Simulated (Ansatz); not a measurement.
**Run report: Ni3Si, density-of-states calculation (part 2 of 2)**

Ni3Si (R3, 16 atoms in the cell); DFT r2SCAN, scalar-relativistic, plane waves, PAW, no spin polarisation (Ansatz 0.2.0); cutoff 500 eV, 4×5×5 k-mesh, Gaussian smearing of 0.1 eV. The structure was built on a prototype by a generator; it need not be a known phase. It belongs to a series of runs on one base structure; here: 2 of 6 Si atoms taken out at random, relaxed.

Geometry of the input (Å; fractional positions):
```
1.8903  -3.2743  4.7011
1.8903  3.2746  4.7013
-3.7809  0.0002  4.7013
Si 0.2758  0.9406  0.6080
Si 0.0718  0.4232  0.7316
Si 0.3994  0.7366  0.0905
Si 0.7583  0.0642  0.4039
Ni 1.0000  0.0471  0.9654
Ni 0.3822  0.2981  0.3322
Ni 0.6333  0.6647  0.7145
Ni 0.4252  0.5698  0.5046
Ni 0.9049  0.8372  0.7573
Ni 0.1724  0.0900  0.2371
Ni 0.7975  0.4623  0.1297
Ni 0.0121  0.6770  0.3444
Ni 0.4550  0.1198  0.7872
Ni 0.2356  0.5282  0.9610
Ni 0.6288  0.9005  0.1956
Ni 0.8634  0.2937  0.5678
```

**Output, continued**
```
  k-point 0: bands = ["-89.9643", "-89.9625", "-89.9616", "-89.9545", "-89.8521", "-89.8446", "-89.8440", "-89.8418", "-89.7986", "-89.7053", "-89.7041", "-89.7001", "-49.0381", "-49.0364", "-49.0296", "-48.9467", "-48.9461", "-48.9388", "-48.9148", "-48.9145", "-48.8638", "-48.8628", "-48.8532", "-48.8526", "-48.8343", "-48.8329", "-48.8318", "-48.8224", "-48.7943", "-48.7938", "-48.7891", "-48.7868", "-48.7708", "-48.7695", "-48.7420", "-48.7406", "-48.7316", "-48.6842", "-48.6612", "-48.6609", "-48.6399", "-48.6159", "-48.6149", "-48.6119", "-48.5651", "-48.4967", "-48.4937", "-48.4857", "4.2189", "7.6428", "7.6435", "8.1583", "10.2464", "10.2841", "10.2844", "10.7686", "11.2528", "11.3539", "11.3545", "12.1846", "12.1854", "12.7575", "12.9818", "12.9822", "13.2650", "13.2651", "13.4555", "13.5117", "13.5119", "13.5839", "13.6776", "13.6783", "13.7486", "13.7488", "13.9402", "14.0269", "14.0272", "14.0294", "14.2134", "14.3509", "14.3517", "14.4034", "14.4960", "14.4964", "14.6937", "14.8531", "14.8858", "14.8865", "15.1381", "15.1386", "15.1475", "15.3226", "15.3237", "15.3906", "15.4359", "15.4363", "15.5232", "15.6730", "15.6740", "15.8079", "15.8248", "15.8253", "15.9135", "15.9144", "16.0263", "16.0270", "16.0823", "16.1514", "16.1517", "16.2792", "16.2798", "16.2975", "16.4566", "16.5359", "16.6462", "16.6472", "16.8551", "16.8561", "17.4408", "17.6033", "17.8617", "17.8621", "18.2185", "20.6968"]
  k-point 1: bands = ["-89.9641", "-89.9626", "-89.9617", "-89.9545", "-89.8521", "-89.8447", "-89.8440", "-89.8418", "-89.7987", "-89.7053", "-89.7041", "-89.7001", "-49.0382", "-49.0360", "-49.0295", "-48.9490", "-48.9458", "-48.9368", "-48.9205", "-48.9082", "-48.8654", "-48.8624", "-48.8551", "-48.8496", "-48.8387", "-48.8340", "-48.8296", "-48.8222", "-48.7996", "-48.7932", "-48.7873", "-48.7814", "-48.7735", "-48.7672", "-48.7432", "-48.7406", "-48.7298", "-48.6821", "-48.6625", "-48.6617", "-48.6407", "-48.6160", "-48.6149", "-48.6119", "-48.5651", "-48.4967", "-48.4933", "-48.4863", "4.4137", "7.1020", "7.5818", "8.1709", "9.9308", "10.2430", "10.6362", "10.8455", "11.1534", "11.4600", "11.7934", "12.1700", "12.2380", "12.6512", "12.9408", "13.0605", "13.2391", "13.3121", "13.4457", "13.4782", "13.5375", "13.5955", "13.6407", "13.6838", "13.7638", "13.8051", "13.8433", "13.9183", "14.0813", "14.1438", "14.2069", "14.3055", "14.3569", "14.4561", "14.4992", "14.6114", "14.7090", "14.8056", "14.8817", "14.9894", "15.0451", "15.1094", "15.1769", "15.2854", "15.3438", "15.3903", "15.4319", "15.4895", "15.5627", "15.5896", "15.6784", "15.7521", "15.7791", "15.8372", "15.8674", "15.9243", "15.9603", "16.0092", "16.0854", "16.1393", "16.2171", "16.2726", "16.3138", "16.3714", "16.4515", "16.5121", "16.6817", "16.8131", "16.8371", "17.0302", "17.3264", "17.6767", "18.0216", "18.3192", "18.9144", "19.4799"]
  k-point 2: bands = ["-89.9639", "-89.9628", "-89.9617", "-89.9545", "-89.8521", "-89.8447", "-89.8440", "-89.8418", "-89.7987", "-89.7052", "-89.7041", "-89.7001", "-49.0384", "-49.0353", "-49.0292", "-48.9513", "-48.9458", "-48.9343", "-48.9240", "-48.9037", "-48.8668", "-48.8624", "-48.8560", "-48.8485", "-48.8422", "-48.8341", "-48.8307", "-48.8229", "-48.8015", "-48.7923", "-48.7865", "-48.7795", "-48.7727", "-48.7635", "-48.7450", "-48.7418", "-48.7269", "-48.6778", "-48.6658", "-48.6628", "-48.6417", "-48.6167", "-48.6158", "-48.6106", "-48.5651", "-48.4965", "-48.4925", "-48.4875", "4.9252", "6.1667", "7.4890", "8.1668", "9.7607", "10.2956", "10.6344", "10.8539", "11.3262", "11.5723", "12.0870", "12.1644", "12.5156", "12.7389", "12.8739", "13.1124", "13.1801", "13.2808", "13.3941", "13.4855", "13.5440", "13.5732", "13.6029", "13.6732", "13.7400", "13.8048", "13.8941", "14.0235", "14.0701", "14.1091", "14.2318", "14.3156", "14.3535", "14.4844", "14.5551", "14.6298", "14.6519", "14.8126", "14.9370", "14.9931", "15.0910", "15.1300", "15.2237", "15.2880", "15.3480", "15.3939", "15.4332", "15.4540", "15.5012", "15.5843", "15.6650", "15.7198", "15.7565", "15.8157", "15.8529", "15.9205", "15.9528", "16.0096", "16.0326", "16.1016", "16.1981", "16.2714", "16.3587", "16.4329", "16.5242", "16.5888", "16.6739", "16.7546", "17.0289", "17.1762", "17.5534", "17.9311", "18.2233", "18.3928", "18.8784", "19.5604"]
  k-point 50: bands = ["-89.9637", "-89.9626", "-89.9620", "-89.9546", "-89.8521", "-89.8450", "-89.8437", "-89.8418", "-89.7987", "-89.7052", "-89.7041", "-89.7001", "-49.0375", "-49.0368", "-49.0276", "-48.9539", "-48.9484", "-48.9305", "-48.9237", "-48.9030", "-48.8662", "-48.8648", "-48.8572", "-48.8495", "-48.8417", "-48.8306", "-48.8293", "-48.8246", "-48.8050", "-48.7936", "-48.7854", "-48.7761", "-48.7649", "-48.7631", "-48.7522", "-48.7375", "-48.7317", "-48.6748", "-48.6669", "-48.6628", "-48.6464", "-48.6164", "-48.6152", "-48.6086", "-48.5653", "-48.4963", "-48.4929", "-48.4874", "5.5651", "6.1789", "6.8708", "7.4204", "9.4176", "10.1330", "10.7090", "11.3594", "11.6232", "11.7607", "12.0526", "12.3572", "12.5416", "12.6508", "12.8225", "12.9961", "13.0689", "13.3084", "13.3898", "13.4390", "13.5974", "13.6430", "13.7061", "13.7536", "13.8616", "13.8821", "13.9955", "14.1302", "14.1767", "14.2588", "14.3151", "14.4114", "14.4531", "14.5373", "14.6108", "14.6306", "14.7468", "14.8057", "14.8685", "14.9433", "14.9717", "15.0535", "15.1676", "15.2219", "15.2659", "15.3189", "15.3761", "15.4326", "15.4643", "15.5022", "15.5806", "15.5986", "15.6361", "15.7257", "15.7752", "15.8344", "15.9115", "15.9924", "16.0527", "16.0783", "16.2035", "16.3322", "16.3694", "16.4359", "16.5277", "16.5996", "16.6987", "16.8822", "17.1483", "17.2159", "17.6638", "18.2448", "18.6641", "19.2292", "19.5830", "19.9334"]
--- Löwdin populations: 16 sites ---
  site symbol       q [e]
     0     Si      4.3221
     1     Si      4.4458
     2     Si      4.4465
     3     Si      4.4468
     4     Ni     17.6292
     5     Ni     17.6298
     6     Ni     17.6297
     7     Ni     17.6562
     8     Ni     17.6563
     9     Ni     17.6562
    10     Ni     17.6364
    11     Ni     17.6808
    12     Ni     17.6133
    13     Ni     17.6470
    14     Ni     17.6465
    15     Ni     17.6461
  spilling = 0.011255 (of n_electrons = 232.000000)
```

**File populations.tsv**
```
# site	symbol	l	j	q
# orbitals = lowdin
# n_electrons = 232.000000
# spilling = 0.011255
0	Si	0_3S	-	1.334693
0	Si	1_3P	-	2.987369
1	Si	0_3S	-	1.356877
1	Si	1_3P	-	3.088917
2	Si	0_3S	-	1.357401
2	Si	1_3P	-	3.089126
3	Si	0_3S	-	1.356721
3	Si	1_3P	-	3.090110
4	Ni	0_3S	-	1.990110
4	Ni	0_4S	-	0.695906
4	Ni	1_3P	-	5.994827
4	Ni	2_3D	-	8.948395
5	Ni	0_3S	-	1.990110
5	Ni	0_4S	-	0.696298
5	Ni	1_3P	-	5.994829
5	Ni	2_3D	-	8.948535
6	Ni	0_3S	-	1.990111
6	Ni	0_4S	-	0.696360
6	Ni	1_3P	-	5.994829
6	Ni	2_3D	-	8.948397
7	Ni	0_3S	-	1.990444
7	Ni	0_4S	-	0.718550
7	Ni	1_3P	-	5.994848
7	Ni	2_3D	-	8.952354
8	Ni	0_3S	-	1.990444
8	Ni	0_4S	-	0.718457
8	Ni	1_3P	-	5.994851
8	Ni	2_3D	-	8.952570
9	Ni	0_3S	-	1.990444
9	Ni	0_4S	-	0.718626
9	Ni	1_3P	-	5.994853
9	Ni	2_3D	-	8.952286
10	Ni	0_3S	-	1.991396
10	Ni	0_4S	-	0.706408
10	Ni	1_3P	-	5.995403
10	Ni	2_3D	-	8.943225
11	Ni	0_3S	-	1.990255
11	Ni	0_4S	-	0.732892
11	Ni	1_3P	-	5.994767
11	Ni	2_3D	-	8.962854
12	Ni	0_3S	-	1.991226
12	Ni	0_4S	-	0.681776
12	Ni	1_3P	-	5.995503
12	Ni	2_3D	-	8.944755
13	Ni	0_3S	-	1.992702
13	Ni	0_4S	-	0.736830
13	Ni	1_3P	-	5.996460
13	Ni	2_3D	-	8.921011
14	Ni	0_3S	-	1.992700
14	Ni	0_4S	-	0.736768
14	Ni	1_3P	-	5.996459
14	Ni	2_3D	-	8.920602
15	Ni	0_3S	-	1.992702
15	Ni	0_4S	-	0.736187
15	Ni	1_3P	-	5.996461
15	Ni	2_3D	-	8.920736
```

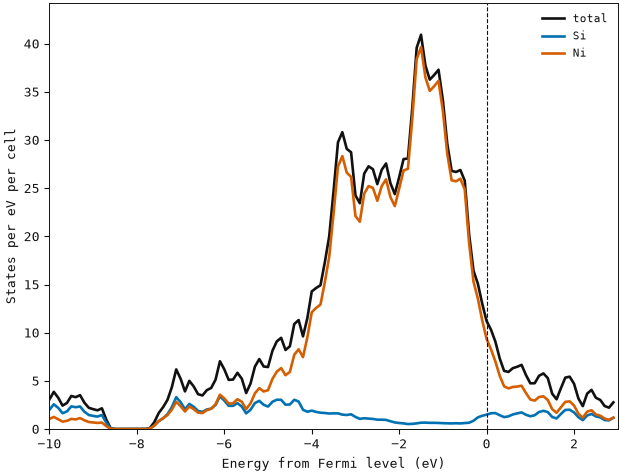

Density of states (projected on Löwdin-orthogonalised atomic shells), with energies from the Fermi level. There are states at the Fermi level: a metal at this level of theory.

**Summary**

```json
{"quantity": "outcome", "value": "converged"}
{"quantity": "space group (tolerance 0.01 Å)", "value": "R3 (146)"}
{"quantity": "electrons treated", "value": "232"}
{"quantity": "free energy", "value": "−72705.1021 eV"}
{"quantity": "Fermi energy", "value": "16.946 eV"}
{"quantity": "gap on the k-point mesh", "value": "none (metallic)"}
{"quantity": "pressure", "value": "−0.15 GPa"}
{"quantity": "largest force (length of the vector)", "value": "0.027 eV/Å"}
{"quantity": "hardware", "value": "4 threads of Intel Xeon @ 2.50GHz (Skylake/Cascade Lake), 192 GiB of memory available, shared host"}
{"quantity": "wall time", "value": "2.7 min (CPU time 10 min)"}
{"quantity": "peak memory", "value": "1.9 GiB"}
```

**Remarks**

The run has no spin polarisation, so a magnetic state may lie lower.
